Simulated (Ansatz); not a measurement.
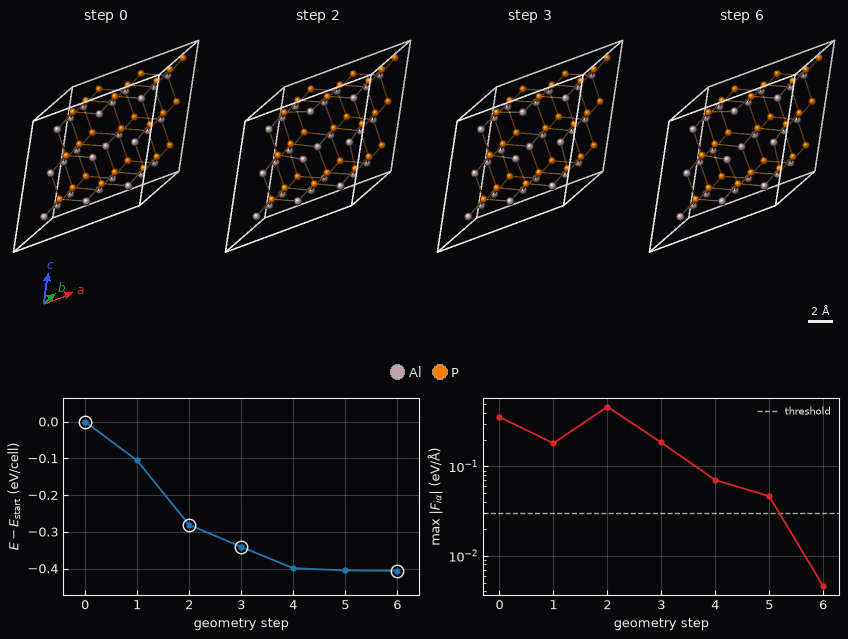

Frames of a relaxation of a defect cell of composition Al$_{27}$P$_{26}$ (cell charge +2), marked on the history of the run. The picture is a ball-and-stick view of the cell of the calculation (origin shifted), seen slightly off an axis.

Level of theory: DFT, PBE, plane-wave PAW, default files, scalar-relativistic (Ansatz). (plane-wave cutoff 420 eV; k-point mesh 2 × 2 × 2; occupations fermi dirac; smearing width 0.01 eV; collinear spin; atoms relaxed in a fixed cell; force threshold 0.03 eV/Å; at most 40 steps)

> Describe the path.

The largest moves, 0.25 Å, are those of Al atoms. Largest moves by element: Al 0.25 Å, P 0.04 Å. The cell stays as it was. Among the contacts that change: Al–P 2.360 → 2.317 Å, Al–P 2.360 → 2.385 Å, Al–P 2.360 → 2.340 Å. Bond angles that change, for instance: Al–P–Al 109.5° → 101.8°, P–Al–P 109.5° → 115.2°, Al–P–Al 109.5° → 112.2°. After 6 geometry steps the energy has fallen by 0.407 eV per cell of the calculation. The largest force component goes from 0.36 to 0.0046 eV/Å. The program noted that the starting moments weren't kept. The run may lie on a higher electronic state than the lowest, so the end point isn't shown to be the ground-state structure. From step 0 to 2: Al atoms move most (0.23 Å), energy −0.281 eV per cell of the calculation. From step 2 to 3: Al atoms move most (0.07 Å), energy −60.1 meV per cell of the calculation. From step 3 to 6: Al atoms move most (0.10 Å), energy −65.6 meV per cell of the calculation.

Limits of the set-up: the cell is charged, on a uniform background, and energies carry no finite-size correction.
